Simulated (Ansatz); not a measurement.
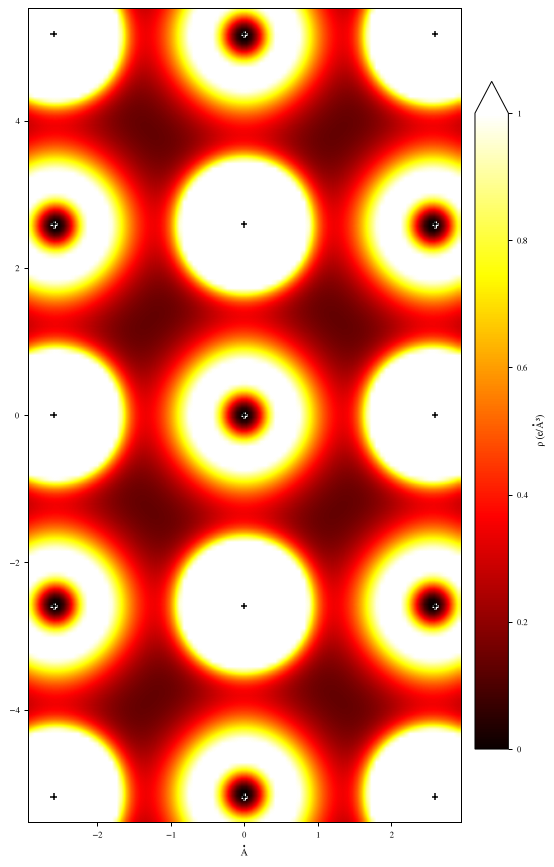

The valence charge density (pseudo) on a plane through atoms (crosses mark nuclei in the plane).

All numbers below come from Ansatz 0.2.0, Kohn-Sham DFT of a periodic cell, r2SCAN, Ansatz PAW.

Candidates:
A. TiTe₂, a = 3.75 Å, b = 3.75 Å, c = 6.45 Å, α = 90.00°, β = 90.00°, γ = 120.00°. Space group P-3m1; computed pressure about 2 GPa in this cell.
B. Ga, a = 2.73 Å, b = 2.73 Å, c = 4.56 Å, α = 90.00°, β = 90.00°, γ = 90.00°. Space group I4/mmm; a structure from a database of computed crystals, not necessarily the ambient phase; computed pressure about 3 GPa in this cell.
C. ZrS, a = 5.18 Å, b = 5.18 Å, c = 5.18 Å, α = 90.00°, β = 90.00°, γ = 90.00°. Space group Fm-3m; computed pressure about 4 GPa in this cell.

### Which candidate gave the map?

Candidate C: ZrS on the (001) plane of the conventional cell, which holds Zr and S. Zr–S (2.59 Å): the density is about 0.35 e/Å³ at the midpoint.
